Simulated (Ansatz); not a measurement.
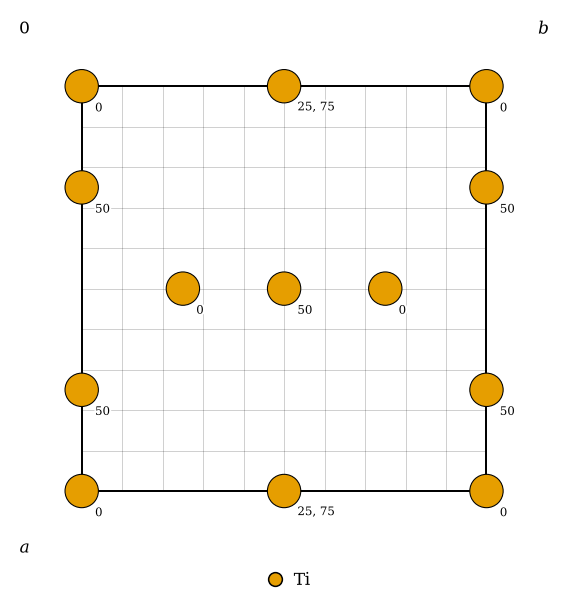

Plan of a unit cell projected along c (a down the page, b across); the numbers are heights in hundredths of c, and atoms on the cell's edges are repeated. The grid marks tenths of a and b. Source: coordinates from a relaxation with Ansatz 0.2.0, DFT PBEsol, scalar-relativistic, plane waves, PAW; the starting structure was generated, so it need not be a known form of this composition. Geometry calculated from the standardised cell; symmetry tolerance 0.002 Å.

a = 5.109 Å, b = 5.109 Å, c = 5.109 Å, α = 90.00°, β = 90.00°, γ = 90.00°.

> What does the cell contain?

8 Ti: Ti, Z = 8.

> Which space group?

Pm-3n, No. 223, primitive cubic.

> Give the independent sites, coordinates to two places.

| atom | site | symmetry | x | y | z |
| --- | --- | --- | --- | --- | --- |
| Ti | 2a | m-3. | 0.50 | 0.50 | 0.50 |
| Ti | 6c | -4m.2 | 0.25 | 0.00 | 0.50 |
